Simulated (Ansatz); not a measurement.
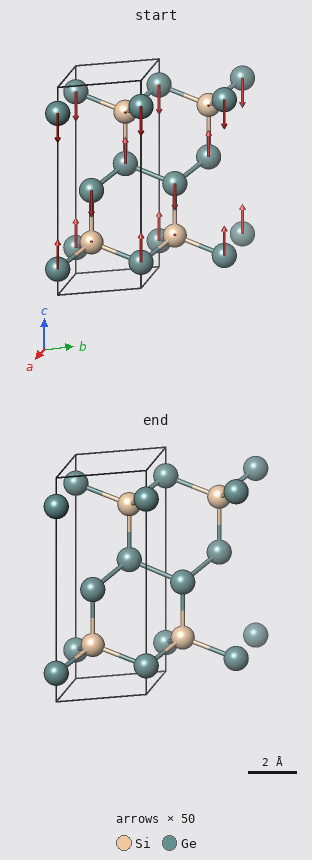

The structure of a crystal of SiGe2 (a generated structure, set up in P-3m1) (coarse preliminary run) before (top) and after (bottom) a relaxation, at one scale. The red arrows give the displacements (the part carried along by the change of the cell is left out), 50 times their true length.

A ball-and-stick model of the cell of the calculation, repeated 1 × 2 × 1 with one cell outlined, seen slightly off an axis.

All numbers below come from DFT PBE, scalar-relativistic, plane waves, PAW in Ansatz. Set-up: plane-wave cutoff 420 eV; k-point mesh 6 × 6 × 2; occupations gaussian; smearing width 0.1 eV; no spin polarisation; cell and atoms relaxed; force threshold 0.04 eV/Å; at most 70 steps.

Q: Describe what moved and what it gained.

A: The largest moves relative to the cell, 0.026 Å, are those of Ge atoms. Largest moves by element: Ge 0.026 Å, Si 0.002 Å. Cell: a = b 3.701 → 3.996 Å (+8.0 %), c 9.065 → 9.773 Å (+7.8 %). Volume +25.7 %. Some distances before and after: Ge–Ge 2.266 → 2.496 Å, Ge–Ge 2.266 → 2.463 Å, Ge–Si 2.266 → 2.439 Å, Ge–Si 2.266 → 2.418 Å. The space group stays P-3m1 (No. 164). After 4 accepted moves (6 points after the start) the energy has fallen by 319 meV per atom. Largest force component: 0.74 eV/Å at the start, 0.018 eV/Å at the end. Pressure: 26.91 GPa at the start and 0.02 GPa at the end. The SCF was repeated twice at an unchanged geometry on a basis and grid sized afresh for the cell, which shifted the energy by 3.5 meV per atom at most.
